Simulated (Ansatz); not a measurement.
# Single-point calculation of Ti

System: Ti (4 atoms in the cell).
Method: DFT PBEsol, scalar-relativistic, plane waves, PAW, no spin polarisation (Ansatz 0.2.0).

The structure was made by swapping elements on the sites of another compound; it need not be a known phase. It belongs to a series of runs on one base structure; here: Cu replaced by Ti, lengths x 1.127, a random strain and shift of atoms within the space group. Figures and captions count atoms from 1; the log counts them from 0 in places.

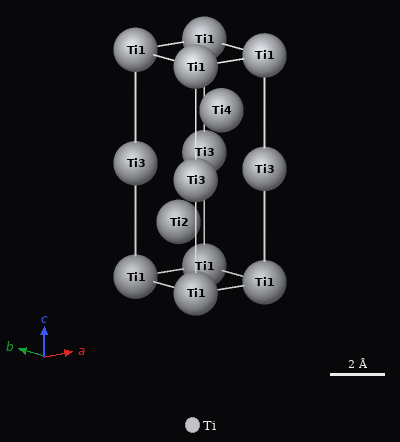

Figure 1. The structure (spheres-only view of the cell of the calculation, seen at an oblique angle; atoms are numbered from 1 in the order of the input).

### Key numbers

- outcome: converged
- space group (tolerance 0.01 Å): P6₃/mmc (194)
- electrons treated: 48
- free energy: −9895.2591 eV
- Fermi energy: 15.021 eV
- gap on the k-point mesh: none (metallic)
- pressure: 10.70 GPa
- largest force (length of the vector): under 0.001 eV/Å
- hardware: 1 thread of an x86-64 CPU, shared host
- wall time: 1.1 s
- peak memory: 0.43 GiB

The cell is under a pressure of 10.7 GPa at this level, so it is not at its equilibrium volume.

### Input file
```yaml
crystal:
  lattice:
    - [2.7999977472, 0.0, 0.0]
    - [-1.3999988737, 2.4248691796, 0.0]
    - [0.0, 0.0, 9.1407430198]
  atoms:
    - { symbol: Ti, position: [0.0, 0.0, 0.0] }
    - { symbol: Ti, position: [0.33333333, 0.66666667, 0.25] }
    - { symbol: Ti, position: [0.0, 0.0, 0.5] }
    - { symbol: Ti, position: [0.66666667, 0.33333333, 0.75] }
basis:
  ecutwfc: 420
kpoints:
  mp_grid: { grid: [9, 9, 2] }
hamiltonian:
  xc: pbesol
scf:
  occupations: { method: gaussian, width: 0.1 }
output:
  forces: true
  stress: true
  eigenvalues: true
```

Command:
```bash
ansatz run input.yaml --threads 1 --pin off --max-ram 1331MiB --backend cpu --events-out ev --progress --plain --runs-dir out
```

### Log
```
Engine: ansatz 0.2.0, x86_64-unknown-linux-gnu
Pseudopotentials: kind: paw
Pseudopotential: Ti, paw, valence charge 12, recommended cutoff 420 eV (normal), Ti.paw.azcp
Functional definition: PBEsol
  exchange = pbesol_x
  correlation = pbesol_c
Crystal: 4 atoms, lattice volume = 62.062 Å³
Basis set: ecut = 420 eV, 1207 PW (Γ), exchange–correlation on 40×40×128 points (8 copies of the dense FFT grid, shifted against one another)
Bands: 29, of which v1, the nominal top of the filled ones, is band 24 counted from 1 (23 counted from 0)
Symmetry: 24 space group operations
Space group: P63/mmc (ITA 194), of the structure as read, at distance tolerance 4.0e-5 Å
k-points: 24 of 162
Non-local potential: Ti, projectors of the file, l = 0: 3, l = 1: 2, l = 2: 3, l = 3: 1
PAW form: soft (Blöchl's): semilocal exchange-correlation on the pseudo side does not see the compensation charge
PAW frozen core: Ti, regenerated for the run's functional, and the local potential with it (the file was generated under x = pbe(κ = 0.804, μ = 0.2195149727645171), c = pbe(β = 0.06672455060314922))
PAW one-centre angular grid: Ti, 590 points (default); XC on 64 Gauss nodes
Initial density: superposition of atomic densities (neutral atoms: chi_scale 0, normalization atom), corrected by the library's trained network
Initial wavefunctions: pseudopotential atomic-orbital guess
Functional: x = pbesol(κ = 0.804, μ = 0.12345679012345678), c = pbesol(β = 0.046)
SCF iter   1: F=—  HF=-9895.273950 eV  |F-HF|=—  |Δ(HF+E_count)|=         —  Δρ=9.34e-3  dr2=5.31e-2  ethr=1.77e-3  ⟨swp⟩=4.2  Hψ=2674  notcnv=0
preconditioner: auto → Kerker (q_TF=auto, 2.614 Å⁻¹)  [metal: Δε(μ)=0.025 eV  Ē_g=2.580 eV  σ=0.100 eV  W_gap=0.14  n_scr=12 (ndim 8)  ℏωp=18.9 eV  f_vac=0.000  D(μ)=5.06/eV (n_scr^D=64)]
SCF iter   2: F=—  HF=-9895.261606 eV  |F-HF|=—  |Δ(HF+E_count)|=   1.23e-2  Δρ=4.13e-3  dr2=9.24e-3  ethr=1.11e-4  ⟨swp⟩=2.0  Hψ=1135  notcnv=0  defer=7
SCF iter   3: F=—  HF=-9895.259158 eV  |F-HF|=—  |Δ(HF+E_count)|=   2.45e-3  Δρ=8.12e-4  dr2=2.76e-4  ethr=1.92e-5  ⟨swp⟩=2.0  Hψ=882  notcnv=0  defer=7
SCF iter   4: F=—  HF=-9895.259143 eV  |F-HF|=—  |Δ(HF+E_count)|=   1.45e-5  Δρ=1.13e-4  dr2=5.20e-6  ethr=5.74e-7  ⟨swp⟩=2.0  Hψ=860  notcnv=0  defer=7
SCF iter   5: F=—  HF=-9895.259089 eV  |F-HF|=—  |Δ(HF+E_count)|=   5.47e-5  Δρ=2.03e-5  dr2=2.02e-7  ethr=1.08e-8  ⟨swp⟩=2.0  Hψ=817  notcnv=0  defer=7
SCF iter   6: F=-9895.259089 eV  HF=-9895.259089 eV  |F-HF|=3.67e-9  |Δ(HF+E_count)|=   2.17e-8  Δρ=4.99e-6  dr2=1.21e-8  ethr=2.08e-10  ⟨swp⟩=5.8  Hψ=2515  notcnv=0
SCF 1 converged in 6 iterations: F = -9895.259089 eV  dr2 = 1.21e-8
  greatest PAW one-centre occupation: 0.999 electrons in one spin orbital (limit 2), on the Ti atom at site 2 (counted from 0), in its partial waves of l = 0
SCF converged after 6 iterations
Free energy (F): -9895.259089 eV
Harris-Foulkes:  -9895.259089 eV  (|F-HF|=3.67e-9)
Internal energy: -9895.233132 eV  (E = F + TS)
E sigma→0 (E₀):  -9895.246110 eV
Entropy (-TS):   -0.025957 eV (-6.489 meV/atom)
Fermi energy:    15.021151 eV
--- Per-component energies (eV) ---
  E_band       = -536.122368
  E_kinetic    = 1101.261196
  E_local      = -3001.962583  (includes V_loc(G=0)·N_el)
  E_nonlocal   = 38.550566
  E_hartree    = 1251.004279
  E_xc         = -390.559826
  E_vxc        = -491.043067  (∫ρ·V_xc dr)
  E_paw        = -4091.746395  (= ΣΔE_a)
  E_vpaw       = -684.939385  (= ΣTr[D̂ρ^β])
  E_aug_tail   = 0.000526  (compensation charges beyond the density's cutoff)
  E_ewald      = -4802.338433
  E_core_change = 0.557537  (= ΣΔE_core)
  E_smearing   = -0.025957  (= −TS)
  E_closure    = -0.000000  (closes the sum)
  Σ components = -9895.259089   (vs F -9895.259089, Δ=0.00e0)
--- Forces (eV/Å), atoms counted from 1 ---
  atom   1  Ti     0.00000000     0.00000000     0.00000000
  atom   2  Ti    -0.00000000     0.00000000     0.00000000
  atom   3  Ti     0.00000000     0.00000000     0.00000000
  atom   4  Ti     0.00000000    -0.00000000     0.00000000
  max |Σ_I F_I| component: 7.40e-17 eV/Å
--- Stress (GPa, compression-positive) ---
       11.633153      -0.000000       0.000000
       -0.000000      11.633153       0.000000
        0.000000       0.000000       8.835798
  P = ⅓ Tr σ = 10.7007 GPa (107.007 kbar)
--- Band table (eV; the first three rows and the last of 24) ---
  k-point 0: bands = ["-41.2788", "-41.1888", "-41.1715", "-41.0796", "-18.0865", "-17.6247", "-17.5946", "-17.2086", "-17.2086", "-17.1654", "-17.1654", "-17.1231", "-17.1231", "-17.1088", "-17.0792", "-17.0792", "8.7017", "10.6194", "10.6487", "12.1368", "15.0432", "15.0674", "15.7894", "15.7894", "15.8861", "15.8861", "15.9042", "15.9524", "16.2029"]
  k-point 1: bands = ["-41.2504", "-41.2504", "-41.1090", "-41.1090", "-17.9492", "-17.9492", "-17.2581", "-17.2581", "-17.1922", "-17.1922", "-17.1922", "-17.1922", "-17.0960", "-17.0960", "-17.0960", "-17.0960", "9.2505", "9.2505", "11.8627", "11.8627", "15.2684", "15.2684", "15.5921", "15.5921", "15.9269", "15.9269", "15.9269", "15.9269", "16.1369"]
  k-point 2: bands = ["-41.2585", "-41.1736", "-41.1563", "-41.0697", "-18.0473", "-17.6354", "-17.6042", "-17.2953", "-17.2357", "-17.2332", "-17.1887", "-17.1855", "-17.1684", "-17.1432", "-17.1216", "-17.0922", "9.0913", "10.9437", "10.9731", "12.4617", "14.7828", "14.9303", "15.1851", "15.4944", "15.6907", "15.7894", "16.0436", "16.0881", "16.2523"]
  k-point 23: bands = ["-41.0406", "-41.0406", "-41.0237", "-41.0237", "-17.8224", "-17.8224", "-17.8060", "-17.8060", "-17.6402", "-17.6402", "-17.6320", "-17.6320", "-17.3625", "-17.3625", "-17.3173", "-17.3173", "13.3796", "13.3796", "13.7683", "13.7683", "13.7899", "13.7899", "13.8480", "13.8480", "15.1141", "15.1141", "15.1213", "15.1213", "16.8405"]
```

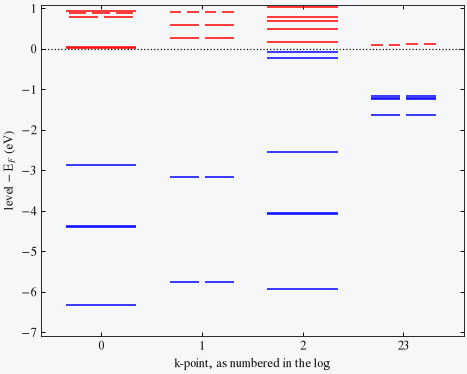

Figure 2. Kohn–Sham levels near the Fermi level (dotted) at the few k-points that the log prints; levels within 0.02 eV of each other stand side by side. The system is metallic on the full mesh.
